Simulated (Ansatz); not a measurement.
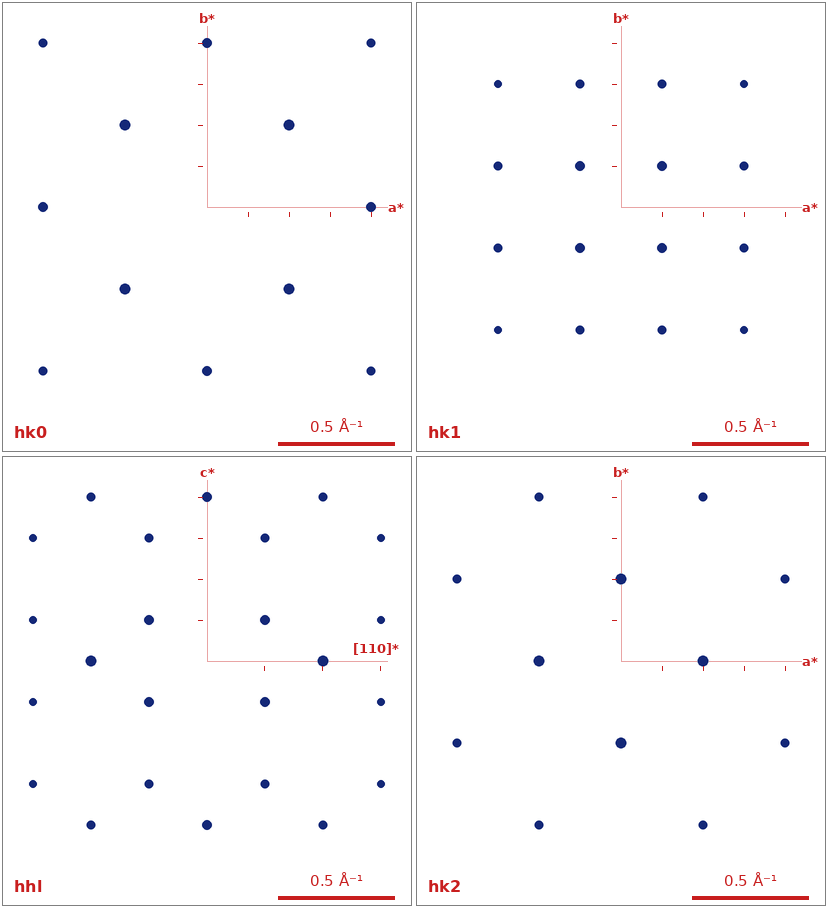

Simulated precession-type sections (X-rays; kinematic intensities, B = 0.5 Å²). The ticks mark integer indices of the conventional cell.

Read the reciprocal cell and give the direct cell.

Answer. a* = 0.177, b* = 0.177, c* = 0.177 Å⁻¹; the cell is cubic with a = 5.65 Å.

List the systematic absences.

Answer. Reflections are present only under these conditions. hkl: h + k = 2n, h + l = 2n; hk0: h = 2n, h + k = 4n; hhl: h + l = 2n; h00: h = 4n. The lattice is face-centred (F). Further gaps, such as 2 2 2, 4 4 2, come from atoms on special positions, not from the group's general conditions.

Which space groups fit?

Answer. The intensities have Laue symmetry m-3m (the hk0 layer shows 4mm, hk1 shows 4mm). With these conditions only Fd-3m (No. 227) fits. The compound is Mo. Structure: the geometry relaxed with DFT r2SCAN, scalar-relativistic, plane waves, PAW in Ansatz 0.2.0; the starting structure was generated, so it need not be a known form of this composition.
